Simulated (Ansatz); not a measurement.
System: SnS₂, space group P-3m1 (No. 164).

Starting cell:
```xyz
3
Lattice="3.3506 0.0000 0.0000 -1.6753 2.9017 0.0000 0.0000 0.0000 4.5770" Properties=species:S:1:pos:R:3 pbc="T T T"
Sn    0.0000    0.0000    0.0000
S     1.6753    0.9672    1.4547
S     0.0000    1.9345    3.1223
```

Method: harmonic phonon frequencies at the zone centre with atoms at rest in the given cell, without the long-range term of polar modes, the three translations left out, imaginary frequencies are negative; plane waves with PAW datasets, Γ-centred k mesh (Ansatz 0.2.0). Level: PBEsol, no spin polarisation.

wave cutoff 420 eV; k mesh 12×12×10; occupations Fermi–Dirac; smearing width 0.15 eV; pressure 50 GPa; phonon method linear response.

Predict the zone-centre optical phonon frequencies (the three acoustic modes are left out).

No frequency is imaginary, so the structure is stable to these displacements (zone-boundary modes weren't tested here). The highest mode lies at 400.7 cm⁻¹. The optical modes lie at 291.7 (×2), 358.9 (×2), 393.3, 400.7 cm⁻¹.

```csv
frequency (cm⁻¹)
291.7
291.7
358.9
358.9
393.3
400.7
```

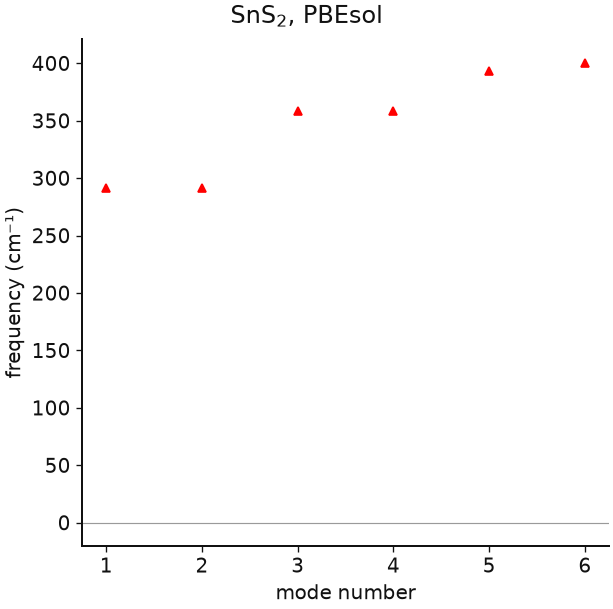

Keep in mind: metal sensitive to the k mesh.
